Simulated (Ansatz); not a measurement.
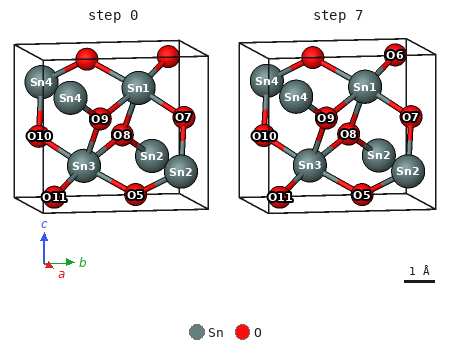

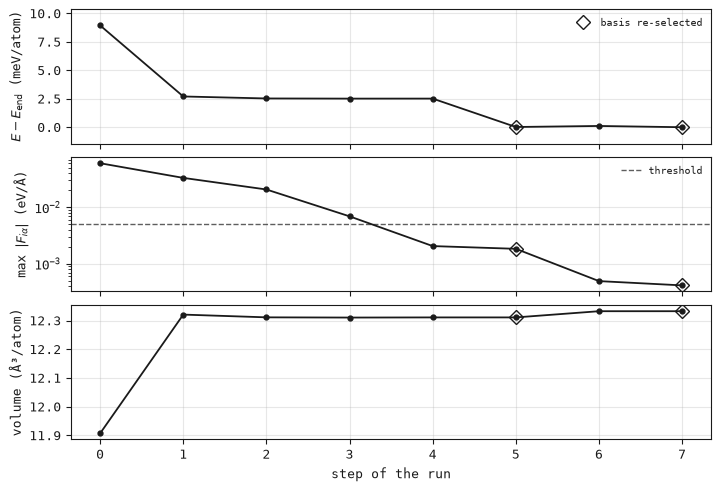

First and last geometry of a relaxation of a crystal of SnO$_{2}$ (set up in Pbcn), with the history of the run. The picture is a ball-and-stick view of the cell of the calculation, seen slightly off an axis.

All numbers below come from DFT PBE, scalar-relativistic, plane waves, PAW in Ansatz 0.2.0. Set-up: plane-wave cutoff 420 eV; k-point mesh 6 × 6 × 6; occupations gaussian; smearing width 0.02 eV; no spin polarisation; cell and atoms relaxed; force threshold 0.005 eV/Å; at most 80 steps.

Question: Did the run converge, and what did it change?

Answer: It converged. Over 5 accepted moves (7 points after the start) the energy falls by 8.9 meV per atom. The largest force component goes from 0.061 to 0.00042 eV/Å. The pressure goes from 6.97 to 0.02 GPa. At 2 points the geometry stayed and the basis and grid were re-selected for the new cell (energy shift of 2.5 meV per atom at most each time). No atom moves by more than 0.005 Å relative to the cell. Cell: a 4.735 → 4.789 Å (+1.1 %), b 5.751 → 5.824 Å (+1.3 %), c 5.247 → 5.306 Å (+1.1 %). Volume +3.6 %. Some distances before and after: O–Sn 2.037 → 2.064 Å, O–Sn 2.111 → 2.135 Å, O–Sn 2.068 → 2.088 Å. The space group stays Pbcn (No. 60). The run took 53 s on 4 threads of Intel(R) Xeon(R) Platinum 8488C (Sapphire Rapids), with other jobs on the host, peak memory 0.9 GiB.
